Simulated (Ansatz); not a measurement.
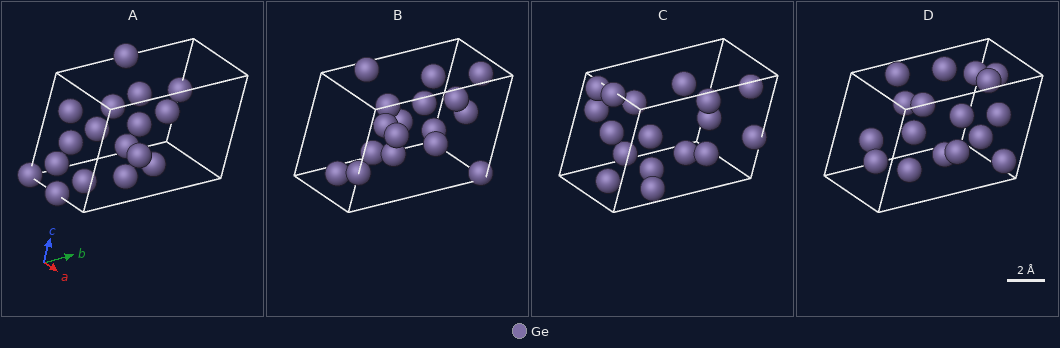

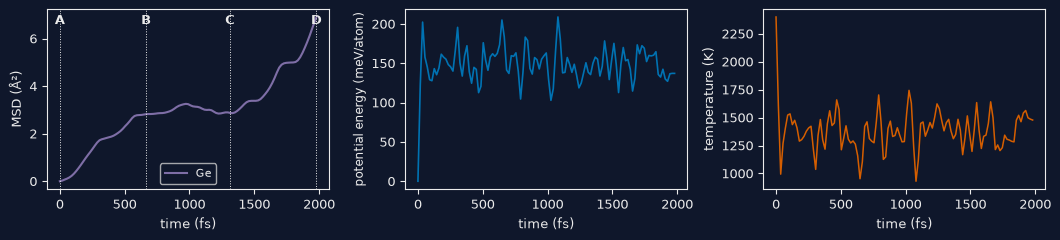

Molecular dynamics of Ge with an interstitial Ge (17 atoms in the cell), 1.98 ps long. Frames (A at 0 fs, B at 666 fs, C at 1.31 ps, D at 1.98 ps) and the history of the run. Style: spheres-only. Shown: the reduced simulation cell, slightly off an axis. Atoms that leave the cell re-enter on the other side. Lengths and directions refer to the drawn axes.

Theory: DFT PBEsol, scalar-relativistic, plane waves, PAW (Ansatz 0.2.0). Run with plane-wave cutoff 420 eV; k-point mesh 2 × 2 × 2; Fermi-Dirac smearing 0.15 eV; low-accuracy preset; constant energy (NVE); velocities drawn for 2400 K; time step 18 fs.

### What happens in this trajectory?

Root-mean-square distances from the starting positions over the second half, with the common drift of all atoms taken out: Ge 1.98 Å. That is a large part of the typical shortest distance between atoms in the first frame, about 2.4 Å and still growing: the atoms leave their places as in a liquid, so the crystal loses its order. The mean temperature in the second half is 1398 K (standard deviation 147 K). The first frame carries almost no forces, so kinetic energy first flows into potential energy: the temperature drops from 2400 to 994 K within 36 fs, and without a thermostat its mean stays below the start. The potential energy in the second half lies on average 147 meV per atom above the first frame. The total energy moves between 0 and 32 meV per atom from its start, in jumps that begin near 0 fs. That is too much for reliable dynamics. The time step of 18 fs is long for the fastest vibrations here (lightest element germanium).

Limits of the set-up: the k-point mesh is coarse for a cell with partly filled bands; the program's low-accuracy preset was used; the periodic images lie only 8.0 Å apart, so the values are limited by the cell's size.

Cost: 22 min on 2 threads of Arm Neoverse V2, with other jobs on the host, peak memory 1.2 GiB.
